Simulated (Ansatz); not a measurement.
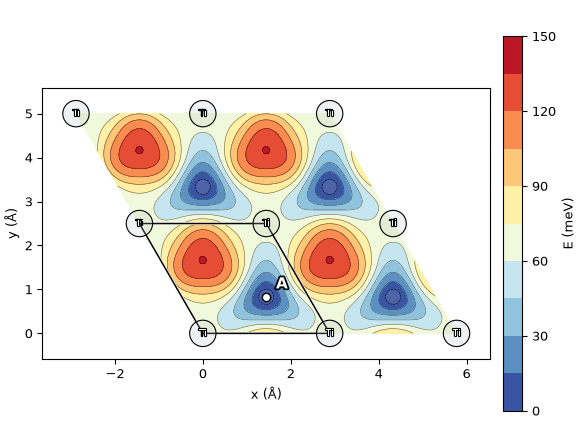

Si on a Ti(001) slab cut from the P6_3/mmc phase, its upper half relaxed before the scan (20 atoms of substrate and one adsorbate in a 2 × 2 cell). Si is moved over the surface cell at a fixed height above a rigid substrate; the origin of the map has the adsorbate above Ti17; the height is held at 2.50 Å. Places are given modulo a cell vector. The map is drawn in real space over the plane of the surface. Grid: 6 × 6 points; 10 points were computed and 26 follow by symmetry. Places are given in fractions of the 1 × 1 surface cell. Energies: meV, counted from the lowest grid point. The runs have no spin polarisation, so an open-shell adsorbate far from the surface lies too high. At a fixed height the lowest place need not be the adsorption site. Theory: DFT PBE+D3(BJ), scalar-relativistic, plane waves, PAW in Ansatz. Settings: cutoff 420 eV, k-mesh 6×6×1, gaussian smearing 0.1 eV, no spin polarisation.

The picture shows filled contours, labelled circles for the atoms of the top layer and small ones for the second layer, the outline of one cell of the 2 × 2 shown, the point A. Between grid points the surface is interpolated.

Question: What is the easiest way out of the well at A, and how high is the barrier?

Answer: The easiest path leads from the well at a threefold hollow over a second-layer Ti atom, (4/6, 2/6) of the cell vectors to its copy one period on. Its highest point lies about 65 meV above the bottom of the first well on the interpolated surface, at about (0.89, 0.94) of the cell vectors. This is the barrier on the constrained surface; relaxing the other coordinates would change it.

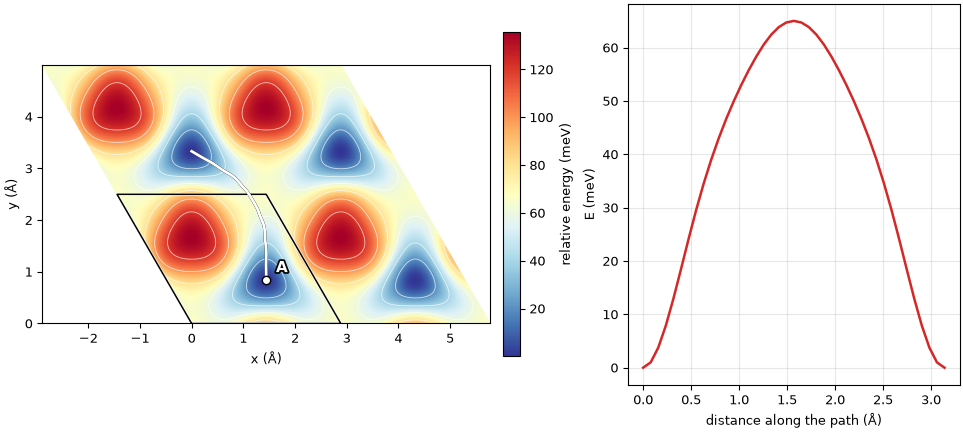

In the figure: a smooth colour map with a few white contour lines, a line along the lowest path, the outline of one cell of the 2 × 2 shown, the energy along the path at the right. Between grid points the surface is interpolated.

PAW datasets: the set soft_1.
